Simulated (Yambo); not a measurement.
System: rocksalt CaO, space group Fm-3m (No. 225), 2 atoms in the primitive cell; cubic a = 4.807 Å. Starting point: LDA, PseudoDojo 0.4.1 SR LDA standard, no spin polarisation, no spin-orbit coupling, 4×4×4 k mesh, 1143 eV cutoff, fixed occupations (Yambo 5.3.0). Many-body step: HF with cutoff of exchange and Vxc 84 Ry.

In LDA the smallest gap over these k points is 3.49 eV, with direct gaps of 3.87 eV at X, 4.58 eV at Γ and 7.28 eV at W.

> What does HF give?

Over the k points that were corrected, the smallest gap goes from 3.49 eV in LDA (Γ to X) to 14.75 eV in HF (Γ to X), a change of +11.26 eV (+322 %). Counted from the valence top, the lowest empty level moves by +11.26 eV at X, +10.32 eV at Γ and +11.88 eV at W; over the 8 points that were corrected the shifts run from +10.32 to +12.06 eV: a spread of 1.74 eV on a mean of 11.48 eV, so one scissor shift doesn't describe this level. Only two empty levels a point were corrected, so a higher one could drop under them. At (0.00, 0.00, 0.25) two empty levels change order: the one that is lowest in LDA moves by +11.95 eV. The top filled level also moves against the valence top, by −0.11 eV at X.

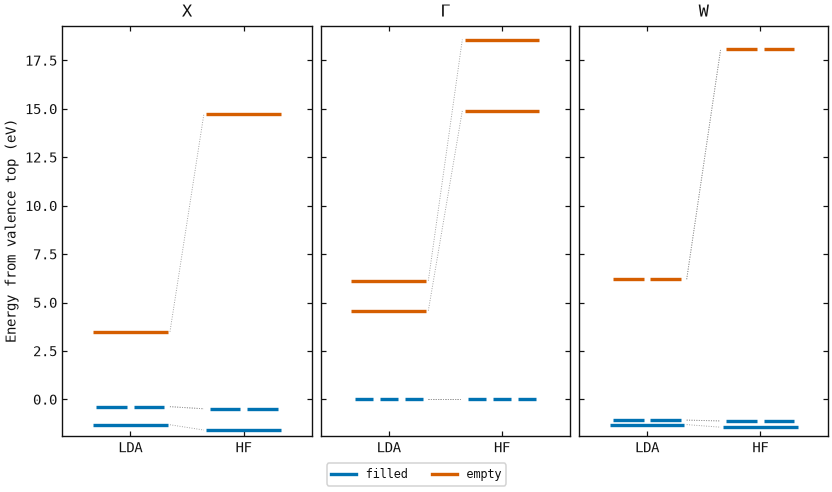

Levels at X, Γ and W in LDA and in HF, each set counted from its own valence top. Only the states that were corrected are drawn, so degenerate partners can be missing.

| k point | LDA direct gap (eV) | HF direct gap (eV) |
| --- | --- | --- |
| X | 3.87 | 15.24 |
| Γ | 4.58 | 14.90 |
| W | 7.28 | 19.21 |

Hartree-Fock has no screening and overstates gaps by far. The k mesh is coarse (spacing up to 0.57 Å⁻¹), so the values aren't converged. The cell is a database's computed one.
